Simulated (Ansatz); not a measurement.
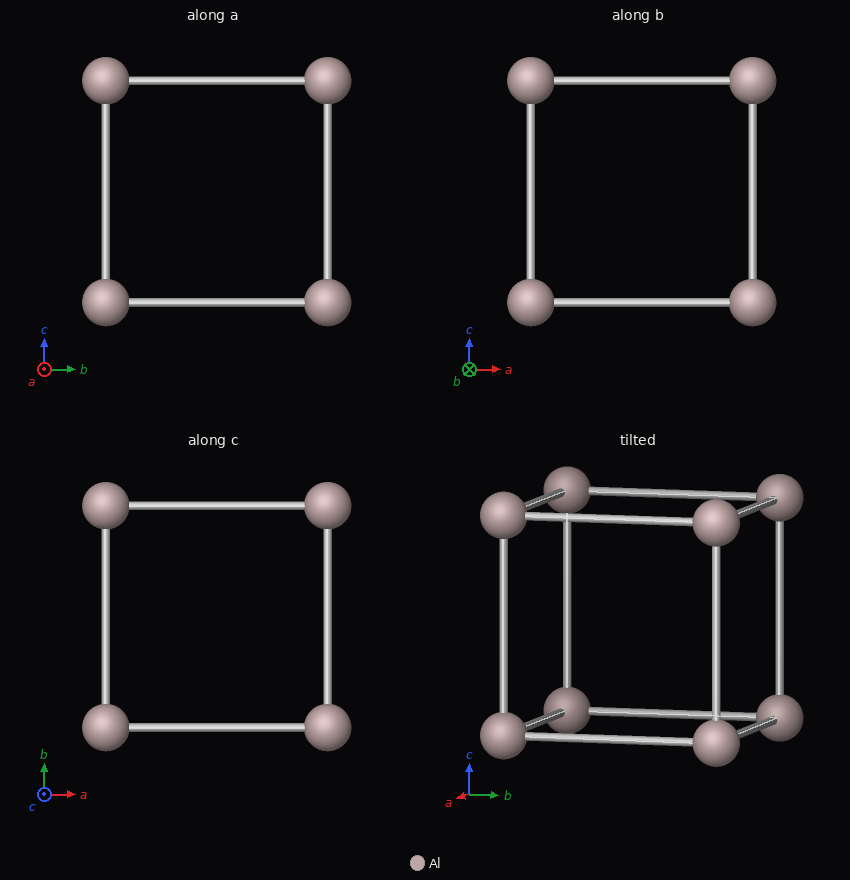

The image is a ball-and-stick drawing of a crystal, viewed along the a axis, along the b axis, along the c axis and slightly off an axis. The parallelepiped is the conventional unit cell.

Lattice parameters: a = 2.8049 Å, b = 2.8049 Å, c = 2.8049 Å, α = 90.000°, β = 90.000°, γ = 90.000°.

Question: Set out the cell and atoms as a CIF in P1 with every atom of the cell.

Answer:
```cif
data_structure
_symmetry_space_group_name_H-M 'P 1'
_symmetry_Int_Tables_number 1
_cell_length_a 2.8049
_cell_length_b 2.8049
_cell_length_c 2.8049
_cell_angle_alpha 90.000
_cell_angle_beta 90.000
_cell_angle_gamma 90.000
_cell_volume 22.07
loop_
_atom_site_label
_atom_site_type_symbol
_atom_site_fract_x
_atom_site_fract_y
_atom_site_fract_z
_atom_site_occupancy
Al1 Al 0.0000 0.0000 0.0000 1
```

Its origin is a structure type filled with this element by a generator (whether the element takes this form wasn't checked). Earlier steps of the study may have refined or changed the cell and positions. It was run through Ansatz as a DFT input.

At this level of theory the cell isn't at rest (stretched, at -5 GPa), so its distances can differ from those at equilibrium, the more so the softer the solid.
